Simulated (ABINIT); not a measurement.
## Run report: Be₂C, geometry relaxation (part 2 of 2)

The same run, continued: Be₂C (Fm-3m, 3 atoms in the cell); Kohn-Sham DFT of a periodic cell, PBE, PseudoDojo NC SR PBE v0.4.1 standard, no spin polarisation (ABINIT 10.8.3); cutoff 1197.3 eV, 8×8×8 k-mesh, fermi-dirac of 0.05 eV. The structure derives from an entry of the Crystallography Open Database.

Geometry of the input (Å; fractional positions):
```
0.0000  2.1650  2.1650
2.1650  0.0000  2.1650
2.1650  2.1650  0.0000
C  0.0000  0.0000  0.0000
Be 0.7500  0.7500  0.7500
Be 0.2500  0.2500  0.2500
```

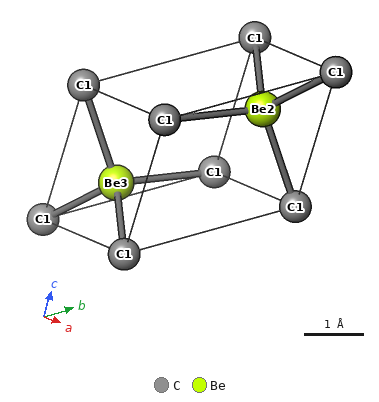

Figure 1. The geometry at step 1 of the log (ball-and-stick view of the cell of the calculation, seen slightly off an axis; atoms are numbered from 1 in the order of the input).

## Output, continued
```
--- !ResultsGS
iteration_state: {dtset: 1, itime: 2, icycle: 1, }
comment   : Summary of ground state results
lattice_vectors:
- [  0.0000000,   4.0941314,   4.0941314, ]
- [  4.0941314,   0.0000000,   4.0941314, ]
- [  4.0941314,   4.0941314,   0.0000000, ]
lattice_lengths: [   5.78998,    5.78998,    5.78998, ]
lattice_angles: [ 60.000,  60.000,  60.000, ] # degrees, (23, 13, 12)
lattice_volume:   1.3725094E+02
convergence: {deltae:  7.674E-13, res2:  5.735E-15, residm:  1.443E-06, diffor: null, }
etotal    :  -3.39593836E+01
entropy   :   0.00000000E+00
fermie    :   3.15316635E-01
cartesian_stress_tensor: # hartree/bohr^3
- [ -8.77713173E-06,   0.00000000E+00,   0.00000000E+00, ]
- [  0.00000000E+00,  -8.77713173E-06,   0.00000000E+00, ]
- [  0.00000000E+00,   0.00000000E+00,  -8.77713173E-06, ]
pressure_GPa:   2.5823E-01
xred      :
- [ -6.2838E-32,   2.0946E-32,   2.0946E-32,  C]
- [  7.5000E-01,   7.5000E-01,   7.5000E-01, Be]
- [  2.5000E-01,   2.5000E-01,   2.5000E-01, Be]
cartesian_forces: # hartree/bohr
- [  4.28179765E-32,  -4.28179765E-32,   4.28179765E-32, ]
- [ -8.56359530E-32,   8.56359530E-32,  -8.56359530E-32, ]
- [  4.28179765E-32,  -4.28179765E-32,   4.28179765E-32, ]
force_length_stats: {min:   7.41629108E-32, max:   1.48325822E-31, mean:   9.88838810E-32, }
...

 Integrated electronic density in atomic spheres:
 ------------------------------------------------
 Atom  Sphere_radius  Integrated_density
    1        2.00000          4.15929434
    2        2.00000          3.47014555
    3        2.00000          3.47014555

---OUTPUT-----------------------------------------------------------------------

 Cartesian coordinates (xcart) [bohr]
  1.71512649611180E-31 -1.71512649611180E-31 -1.71512649611180E-31
  6.14119714764910E+00  6.14119714764910E+00  6.14119714764910E+00
  2.04706571588303E+00  2.04706571588303E+00  2.04706571588303E+00
 Reduced coordinates (xred)
 -6.28384747056820E-32  2.09461582352273E-32  2.09461582352273E-32
  7.50000000000000E-01  7.50000000000000E-01  7.50000000000000E-01
  2.50000000000000E-01  2.50000000000000E-01  2.50000000000000E-01
 Cartesian forces (fcart) [Ha/bohr]; max,rms= 8.56360E-32 6.05538E-32 (free atoms)
  4.28179764875862E-32 -4.28179764875862E-32  4.28179764875862E-32
 -8.56359529751724E-32  8.56359529751724E-32 -8.56359529751724E-32
  4.28179764875862E-32 -4.28179764875862E-32  4.28179764875862E-32
 Gradient of E wrt nuclear positions in reduced coordinates (gred)
 -1.79155779835522E-48 -3.50604846764894E-31 -1.79155779835522E-48
  4.61363302466736E-48  7.01209693529788E-31  4.61363302466736E-48
 -1.79155779835522E-48 -3.50604846764894E-31 -1.79155779835522E-48
 Scale of Primitive Cell (acell) [bohr]
  5.78997619694155E+00  5.78997619694155E+00  5.78997619694155E+00
 Real space primitive translations (rprimd) [bohr]
  0.00000000000000E+00  4.09413143176607E+00  4.09413143176607E+00
  4.09413143176607E+00  0.00000000000000E+00  4.09413143176607E+00
  4.09413143176607E+00  4.09413143176607E+00  0.00000000000000E+00
 Unitary Cell Volume (ucvol) [Bohr^3]=  1.37250943029988E+02
 Angles (23,13,12)= [degrees]
  6.00000000000000E+01  6.00000000000000E+01  6.00000000000000E+01
 Lengths [Bohr]
  5.78997619694155E+00  5.78997619694155E+00  5.78997619694155E+00
 Stress tensor in cartesian coordinates (strten) [Ha/bohr^3]
 -8.77713173214317E-06  0.00000000000000E+00  0.00000000000000E+00
  0.00000000000000E+00 -8.77713173214403E-06  0.00000000000000E+00
  0.00000000000000E+00  0.00000000000000E+00 -8.77713173214403E-06
 Total energy (etotal) [Ha]= -3.39593836022975E+01

 Difference of energy with previous step (new-old):
           Absolute (Ha)=-4.64663E-06
           Relative     =-1.36829E-07

--- Iteration: ( 3/50) Internal Cycle: (1/1)
--------------------------------------------------------------------------------

---SELF-CONSISTENT-FIELD CONVERGENCE--------------------------------------------

--- !BeginCycle
iteration_state: {dtset: 1, itime: 3, icycle: 1, }
solver: {iscf: 7, nstep: 80, nline: 4, wfoptalg: 0, }
tolerances: {tolvrs: 1.00E-12, }
...

     iter   Etot(hartree)      deltaE(h)  residm     vres2
 ETOT  1  -33.959383488408    -3.396E+01 7.997E-07 1.596E-02
 ETOT  2  -33.959384293065    -8.047E-07 3.693E-07 8.830E-04
 ETOT  3  -33.959384324584    -3.152E-08 3.357E-07 3.625E-04
 ETOT  4  -33.959384365245    -4.066E-08 1.614E-07 4.640E-06
 ETOT  5  -33.959384365450    -2.056E-10 1.313E-07 6.021E-08
 ETOT  6  -33.959384365452    -1.897E-12 7.446E-08 1.116E-10
 ETOT  7  -33.959384365454    -1.521E-12 6.051E-08 1.182E-12
 ETOT  8  -33.959384365454    -7.105E-14 3.474E-08 2.016E-15

 At SCF step    8       vres2   =  2.02E-15 < tolvrs=  1.00E-12 =>converged.

 Cartesian components of stress tensor (hartree/bohr^3)
  sigma(1 1)= -5.55466674E-09  sigma(3 2)=  0.00000000E+00
  sigma(2 2)= -5.55466674E-09  sigma(3 1)=  0.00000000E+00
  sigma(3 3)= -5.55466675E-09  sigma(2 1)=  0.00000000E+00

--- !ResultsGS
iteration_state: {dtset: 1, itime: 3, icycle: 1, }
comment   : Summary of ground state results
lattice_vectors:
- [  0.0000000,   4.0958603,   4.0958603, ]
- [  4.0958603,   0.0000000,   4.0958603, ]
- [  4.0958603,   4.0958603,   0.0000000, ]
lattice_lengths: [   5.79242,    5.79242,    5.79242, ]
lattice_angles: [ 60.000,  60.000,  60.000, ] # degrees, (23, 13, 12)
lattice_volume:   1.3742489E+02
convergence: {deltae: -7.105E-14, res2:  2.016E-15, residm:  3.474E-08, diffor: null, }
etotal    :  -3.39593844E+01
entropy   :   0.00000000E+00
fermie    :   3.14842262E-01
cartesian_stress_tensor: # hartree/bohr^3
- [ -5.55466674E-09,   0.00000000E+00,   0.00000000E+00, ]
- [  0.00000000E+00,  -5.55466674E-09,   0.00000000E+00, ]
- [  0.00000000E+00,   0.00000000E+00,  -5.55466675E-09, ]
pressure_GPa:   1.6342E-04
xred      :
- [ -7.1225E-32,   4.6105E-32,   1.2560E-32,  C]
- [  7.5000E-01,   7.5000E-01,   7.5000E-01, Be]
- [  2.5000E-01,   2.5000E-01,   2.5000E-01, Be]
cartesian_forces: # hartree/bohr
- [ -0.00000000E+00,  -0.00000000E+00,  -0.00000000E+00, ]
- [ -0.00000000E+00,  -0.00000000E+00,  -0.00000000E+00, ]
- [ -0.00000000E+00,  -0.00000000E+00,  -0.00000000E+00, ]
force_length_stats: {min:   0.00000000E+00, max:   0.00000000E+00, mean:   0.00000000E+00, }
...

 Integrated electronic density in atomic spheres:
 ------------------------------------------------
 Atom  Sphere_radius  Integrated_density
    1        2.00000          4.16004873
    2        2.00000          3.47000179
    3        2.00000          3.47000179

---OUTPUT-----------------------------------------------------------------------

 Cartesian coordinates (xcart) [bohr]
  2.40282883368395E-31 -2.40282883368395E-31 -1.02887270822028E-31
  6.14379049256772E+00  6.14379049256772E+00  6.14379049256772E+00
  2.04793016418924E+00  2.04793016418924E+00  2.04793016418924E+00
 Reduced coordinates (xred)
 -7.12247233525420E-32  4.61049041758076E-32  1.25599095883672E-32
  7.50000000000000E-01  7.50000000000000E-01  7.50000000000000E-01
  2.50000000000000E-01  2.50000000000000E-01  2.50000000000000E-01
 Cartesian forces (fcart) [Ha/bohr]; max,rms= 0.00000E+00 0.00000E+00 (free atoms)
 -0.00000000000000E+00 -0.00000000000000E+00 -0.00000000000000E+00
 -0.00000000000000E+00 -0.00000000000000E+00 -0.00000000000000E+00
 -0.00000000000000E+00 -0.00000000000000E+00 -0.00000000000000E+00
 Gradient of E wrt nuclear positions in reduced coordinates (gred)
  0.00000000000000E+00  0.00000000000000E+00  0.00000000000000E+00
  0.00000000000000E+00  0.00000000000000E+00  0.00000000000000E+00
  0.00000000000000E+00  0.00000000000000E+00  0.00000000000000E+00
 Scale of Primitive Cell (acell) [bohr]
  5.79242122597876E+00  5.79242122597876E+00  5.79242122597876E+00
 Real space primitive translations (rprimd) [bohr]
  0.00000000000000E+00  4.09586032837848E+00  4.09586032837848E+00
  4.09586032837848E+00  0.00000000000000E+00  4.09586032837848E+00
  4.09586032837848E+00  4.09586032837848E+00  0.00000000000000E+00
 Unitary Cell Volume (ucvol) [Bohr^3]=  1.37424894145647E+02
 Angles (23,13,12)= [degrees]
  6.00000000000000E+01  6.00000000000000E+01  6.00000000000000E+01
 Lengths [Bohr]
  5.79242122597876E+00  5.79242122597876E+00  5.79242122597876E+00
 Stress tensor in cartesian coordinates (strten) [Ha/bohr^3]
 -5.55466673785726E-09  0.00000000000000E+00  0.00000000000000E+00
  0.00000000000000E+00 -5.55466674132671E-09  0.00000000000000E+00
  0.00000000000000E+00  0.00000000000000E+00 -5.55466674566352E-09
 Total energy (etotal) [Ha]= -3.39593843654537E+01

 Difference of energy with previous step (new-old):
           Absolute (Ha)=-7.63156E-07
           Relative     =-2.24726E-08

 At Broyd/MD step   3, gradients are converged :
  max grad (force/stress) = 5.5547E-07 < tolmxf= 2.0000E-05 ha/bohr (free atoms)

================================================================================

 ----iterations are completed or convergence reached----

 Mean square residual over all n,k,spin=   12.002E-11; max=  34.739E-09
 reduced coordinates (array xred) for    3 atoms
      -0.000000000000      0.000000000000      0.000000000000
       0.750000000000      0.750000000000      0.750000000000
       0.250000000000      0.250000000000      0.250000000000
 rms dE/dt=  0.0000E+00; max dE/dt=  0.0000E+00; dE/dt below (all hartree)
    1       0.000000000000      0.000000000000      0.000000000000
    2       0.000000000000      0.000000000000      0.000000000000
    3       0.000000000000      0.000000000000      0.000000000000

 cartesian coordinates (angstrom) at end:
    1      0.00000000000000    -0.00000000000000    -0.00000000000000
    2      3.25115391502373     3.25115391502373     3.25115391502373
    3      1.08371797167458     1.08371797167458     1.08371797167458

 cartesian forces (hartree/bohr) at end:
    1     -0.00000000000000    -0.00000000000000    -0.00000000000000
    2     -0.00000000000000    -0.00000000000000    -0.00000000000000
    3     -0.00000000000000    -0.00000000000000    -0.00000000000000
 frms,max,avg= 0.0000000E+00 0.0000000E+00   0.000E+00  0.000E+00  0.000E+00 h/b

 cartesian forces (eV/Angstrom) at end:
    1     -0.00000000000000    -0.00000000000000    -0.00000000000000
    2     -0.00000000000000    -0.00000000000000    -0.00000000000000
    3     -0.00000000000000    -0.00000000000000    -0.00000000000000
 frms,max,avg= 0.0000000E+00 0.0000000E+00   0.000E+00  0.000E+00  0.000E+00 e/A
 length scales=  5.792421225979  5.792421225979  5.792421225979 bohr
              =  3.065217306659  3.065217306659  3.065217306659 angstroms
 Fermi (or HOMO) energy (hartree) =   0.31484   Average Vxc (hartree)=  -0.43647
 Eigenvalues (hartree) for nkpt=  29  k points:
 kpt#   1, nband= 10, wtk=  0.00195, kpt=  0.0000  0.0000  0.0000 (reduced coord)
  -3.36771   -3.36639   -0.25793    0.29327    0.29327    0.29327    0.44637    0.44637
   0.44637    0.54002
      occupation numbers for kpt#   1
   2.00000    2.00000    2.00000    1.99998    1.99998    1.99998    0.00000    0.00000
   0.00000    0.00000
 prteigrs : prtvol=0 or 1, do not print more k-points.

--- !EnergyTerms
iteration_state     : {dtset: 1, itime: 3, icycle: 1, }
comment             : Components of total free energy in Hartree
kinetic             :  2.17196111280804E+01
hartree             :  4.82334441379615E+00
xc                  : -7.11056471668200E+00
Ewald energy        : -1.86937974808594E+01
psp_core            :  9.17652214130085E-01
local_psp           : -1.75806644657456E+01
non_local_psp       : -1.80349654537845E+01
internal            : -3.39593843610649E+01
'-kT*entropy'       : -4.38871572154626E-09
total_energy        : -3.39593843654537E+01
total_energy_eV     : -9.24081924644088E+02
band_energy         : -1.30081368615789E+01
...

 Cartesian components of stress tensor (hartree/bohr^3)
  sigma(1 1)= -5.55466674E-09  sigma(3 2)=  0.00000000E+00
  sigma(2 2)= -5.55466674E-09  sigma(3 1)=  0.00000000E+00
  sigma(3 3)= -5.55466675E-09  sigma(2 1)=  0.00000000E+00

-Cartesian components of stress tensor (GPa)         [Pressure=  1.6342E-04 GPa]
- sigma(1 1)= -1.63423938E-04  sigma(3 2)=  0.00000000E+00
- sigma(2 2)= -1.63423938E-04  sigma(3 1)=  0.00000000E+00
- sigma(3 3)= -1.63423938E-04  sigma(2 1)=  0.00000000E+00

== END DATASET(S) ==============================================================
================================================================================

 -outvars: echo values of variables after computation  --------
            acell      5.7924212260E+00  5.7924212260E+00  5.7924212260E+00 Bohr
           etotal     -3.3959384365E+01
            fcart     -0.0000000000E+00 -0.0000000000E+00 -0.0000000000E+00
                      -0.0000000000E+00 -0.0000000000E+00 -0.0000000000E+00
                      -0.0000000000E+00 -0.0000000000E+00 -0.0000000000E+00
            rprim      0.0000000000E+00  7.0710678119E-01  7.0710678119E-01
                       7.0710678119E-01  0.0000000000E+00  7.0710678119E-01
                       7.0710678119E-01  7.0710678119E-01  0.0000000000E+00
           strten     -5.5546667379E-09 -5.5546667413E-09 -5.5546667457E-09
                       0.0000000000E+00  0.0000000000E+00  0.0000000000E+00
           xangst      1.2715222596E-31 -1.2715222596E-31 -5.4445598974E-32
                       3.2511539150E+00  3.2511539150E+00  3.2511539150E+00
                       1.0837179717E+00  1.0837179717E+00  1.0837179717E+00
             xred     -7.1224723353E-32  4.6104904176E-32  1.2559909588E-32
                       7.5000000000E-01  7.5000000000E-01  7.5000000000E-01
                       2.5000000000E-01  2.5000000000E-01  2.5000000000E-01
 Calculation completed.
```

## Trajectory as extended XYZ (Å, eV, eV/Å), 3 frames, from step=0 to step=2
```
3
Lattice="0.0000 2.1650 2.1650 2.1650 0.0000 2.1650 2.1650 2.1650 0.0000" Properties=species:S:1:pos:R:3:forces:R:3 step=0 energy=-924.08178
C     0.0000    0.0000    0.0000    0.0000   0.0000   0.0000
Be    3.2475    3.2475    3.2475    0.0000   0.0000   0.0000
Be    1.0825    1.0825    1.0825    0.0000   0.0000   0.0000
3
Lattice="0.0000 2.1665 2.1665 2.1665 0.0000 2.1665 2.1665 2.1665 0.0000" Properties=species:S:1:pos:R:3:forces:R:3 step=1 energy=-924.08190
C     0.0000    0.0000    0.0000    0.0000   0.0000   0.0000
Be    3.2498    3.2498    3.2498    0.0000   0.0000   0.0000
Be    1.0833    1.0833    1.0833    0.0000   0.0000   0.0000
3
Lattice="0.0000 2.1674 2.1674 2.1674 0.0000 2.1674 2.1674 2.1674 0.0000" Properties=species:S:1:pos:R:3:forces:R:3 step=2 energy=-924.08192
C     0.0000    0.0000    0.0000    0.0000   0.0000   0.0000
Be    3.2512    3.2512    3.2512    0.0000   0.0000   0.0000
Be    1.0837    1.0837    1.0837    0.0000   0.0000   0.0000
```

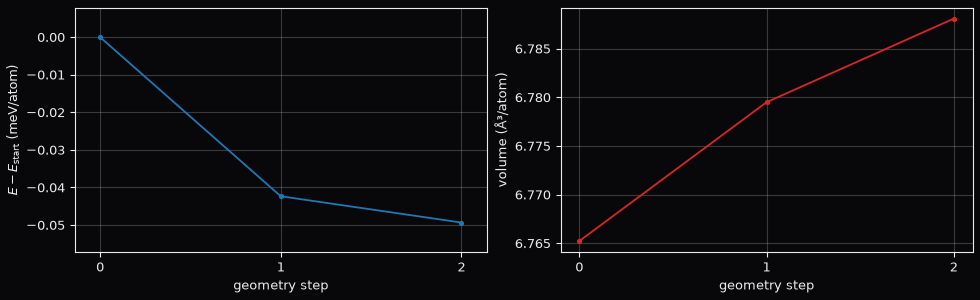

Figure 2. Progress of the relaxation, step by step (steps are counted from 0). The atoms keep their places relative to the cell (all moves are under 0.005 Å). The volume changes by +0.3 %, with a = b = c 4.330 → 4.335 Å (+0.1 %). The space group stays Fm-3m (No. 225). The energy falls by next to nothing (0.0 meV per atom) in 2 geometry steps. All forces vanish by symmetry, so only the cell relaxes.

## Summary

| quantity | value |
| --- | --- |
| outcome | converged |
| space group (tolerance 0.01 Å) | Fm-3m (225) |
| electrons treated | 12 |
| free energy | −924.0819 eV |
| Fermi energy | 8.567 eV |
| gap on the k-point mesh | 1.17 eV |
| pressure | 0.00 GPa |
| final volume | 20.36 Å³ |
| largest force (length of the vector) at the end | under 0.001 eV/Å |
| final cell | a = 3.065 Å, b = 3.065 Å, c = 3.065 Å, α = 60.00°, β = 60.00°, γ = 60.00° |
| hardware | 1 thread of AMD EPYC (Zen 3), 32 GiB of memory available, shared host |
| wall time | 55 s |
| peak memory | 0.07 GiB |
